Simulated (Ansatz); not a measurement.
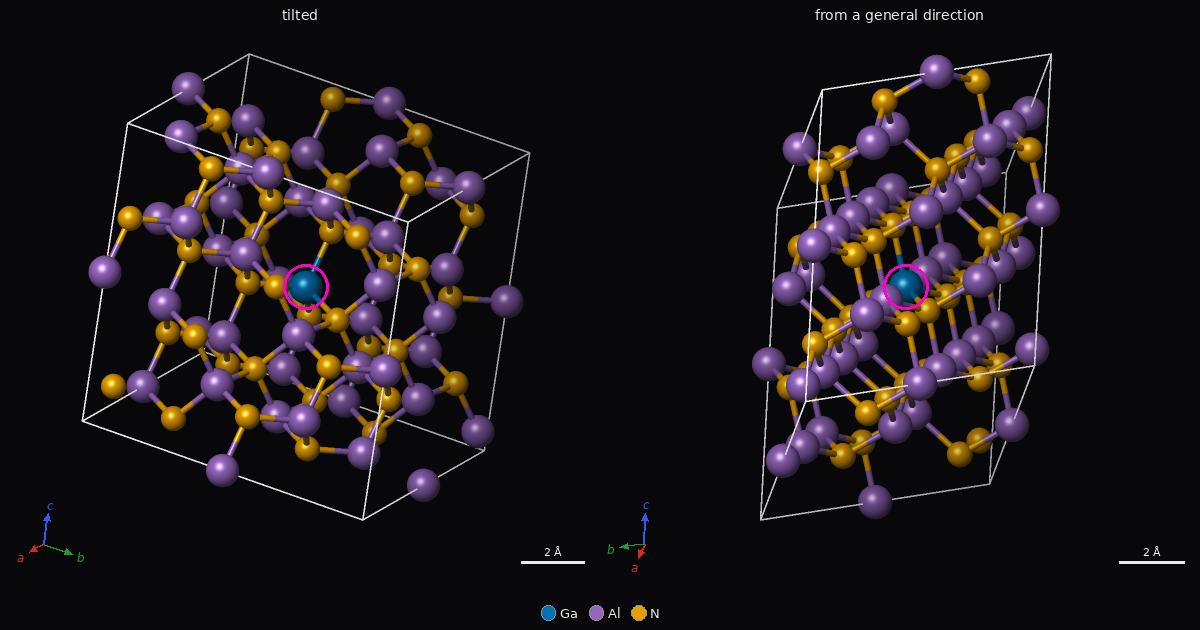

Figure: ball-and-stick view slightly off an axis and from a general direction. The wireframe shows the supercell. The host is AlN, in a cell of 64 sites, and the cell is neutral. A ring marks the defect's site.

Name the defect and give its surroundings.

Answer. Gallium on an aluminium site (a substitutional impurity). It is bonded to four N in a tetrahedral arrangement at about 2.0 Å.

The atoms were relaxed in the host's cell with DFT PBE, scalar-relativistic, plane waves, PAW in Ansatz 0.2.0.
